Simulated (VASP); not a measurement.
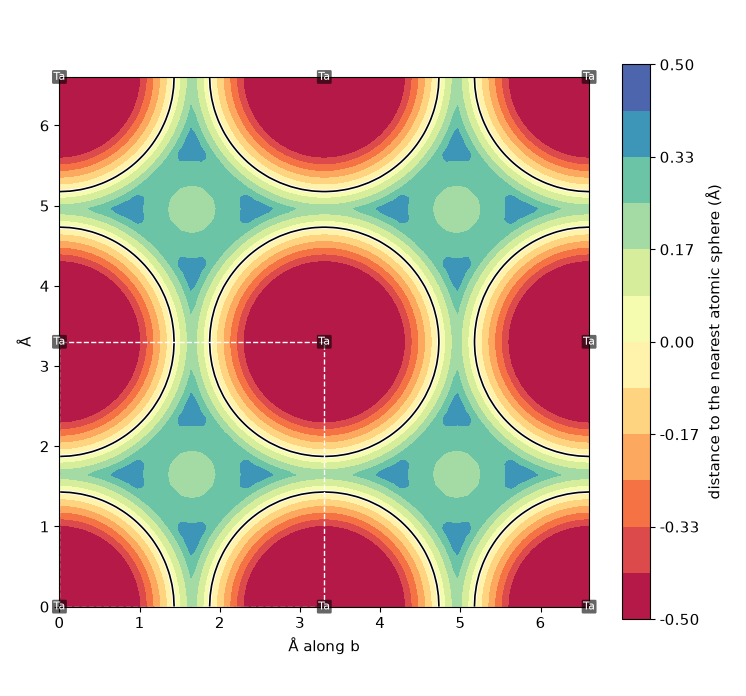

Map of the distance to the nearest atomic sphere in Ta in space group Im-3m, computed on the section x = 0.000 (parallel to b and c; the dashed line is one cell). The black line marks the spheres' surfaces; positive values are empty space; unlabelled circles belong to atoms above or below the section.

Hard-sphere model; touching radii (half the shortest distance): Ta 1.43 Å.

The cell is taken from an entry of the Crystallography Open Database, as set up for an electronic-structure calculation.

```cif
data_structure
_symmetry_space_group_name_H-M 'P 1'
_symmetry_Int_Tables_number 1
_cell_length_a 3.3026
_cell_length_b 3.3026
_cell_length_c 3.3026
_cell_angle_alpha 90.000
_cell_angle_beta 90.000
_cell_angle_gamma 90.000
_cell_volume 36.02
loop_
_atom_site_label
_atom_site_type_symbol
_atom_site_fract_x
_atom_site_fract_y
_atom_site_fract_z
_atom_site_occupancy
Ta1 Ta 0.00000 0.00000 0.00000 1
Ta2 Ta 0.50000 0.50000 0.50000 1
```

Where is the largest hole in this section, and how large is it?

Answer. At 0.000, 0.250, 0.500 (fractional), where the distance reaches 0.42 Å; it is enclosed by 4 Ta in a tetrahedral arrangement. It is the largest hole of the crystal.

How much of the crystal lies outside the spheres?

Answer. About 32 % of the cell's volume, and 41 % of this section's area.

What can pass through?

Answer. The largest sphere that fits anywhere has a diameter of 0.83 Å; the largest that can travel through the crystal, about 0.6 Å.
